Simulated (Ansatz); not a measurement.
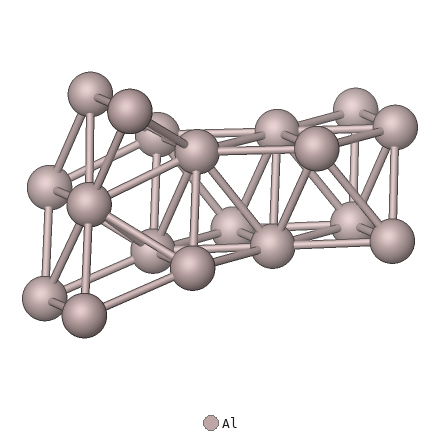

The system is N₂ on an Al(101) slab cut from the P6_3/mmc phase, its upper half relaxed before the scan (18 atoms of substrate and one adsorbate in a 2 × 1 cell); the picture shows it without the atoms that are moved over the map. N2 lies flat over one site of a rigid substrate while its bond length and height are varied; it sits over a bridge site, heights counted from the top plane, its axis along the first surface vector. Coordinates scanned: (1) distance N19-N20; (2) height of the N2 axis above the plane of Al17. The grid has 8 × 8 points. At 15 points there is no value (left out: too close to the surface, or the stretched molecule far from it). Points are written as (first, second). Energies are in eV, from the lowest grid point. Level of theory: Ansatz 0.2.0, DFT PBE, scalar-relativistic, plane waves, PAW. Settings: cutoff 420 eV, k-mesh 5×3×1, gaussian smearing 0.1 eV, no spin polarisation.

Range: distance N19-N20 from 1.000 to 3.000 Å; height of the N2 axis above the plane of Al17 from 0.80 to 3.60 Å.

**What will the energy surface look like?**

The lowest grid point is at (1.100 Å, 3.60 Å). It lies at the edge of the scanned range, so the true minimum may lie outside. The highest grid point, (3.000 Å, 1.76 Å), lies 10.4 eV above the lowest. On the interpolated surface the lowest path from the intact molecule far from the surface, (1.100 Å, 3.60 Å), to the stretched end of the scan, (3.000 Å, 0.80 Å), has its top at about (2.81 Å, 0.80 Å), about 5.7 eV above the start and 0.022 eV above the end.

```csv
"second ↓, first →",1.000,1.100,1.269,1.531,1.845,2.199,2.585,3.000
3.60,1.0,0.0,1.3,5.1,–,–,–,–
3.00,1.0,0.0,1.3,5.1,–,–,–,–
2.60,1.1,0.1,1.4,5.0,–,–,–,–
2.08,1.3,0.3,1.4,4.8,8.1,–,–,–
1.76,1.6,0.5,1.5,4.6,7.4,9.3,10.3,10.4
1.44,2.0,0.9,1.5,4.1,6.3,7.7,8.4,8.6
1.12,2.7,1.3,1.5,3.3,4.9,5.9,6.5,6.5
0.80,3.6,1.9,1.6,2.8,4.1,5.1,5.6,5.7
```

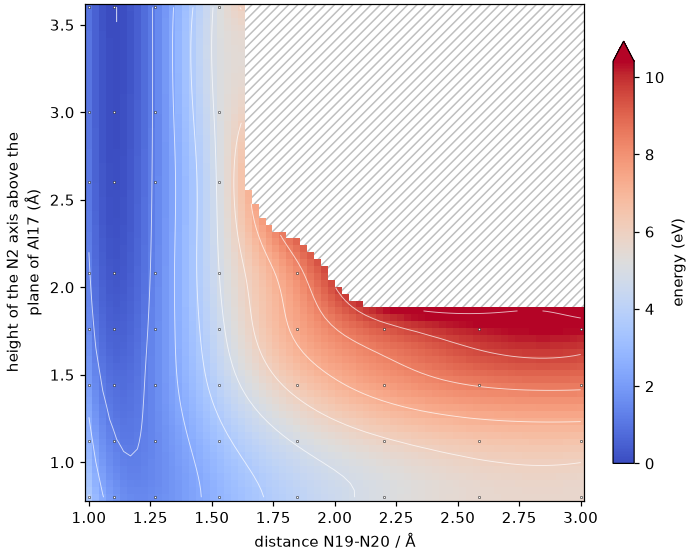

Drawn: a smooth colour map with a few white contour lines, dots at the grid points, one colour for all values above the top of the scale, hatched blanks where no value was computed. Between grid points the surface is interpolated.

Time for the 49 points that were run: 20 min on 1 thread of AMD EPYC 9R45 96-Core Processor (Zen 5), with other jobs on the host.

PAW datasets: the set soft_1.
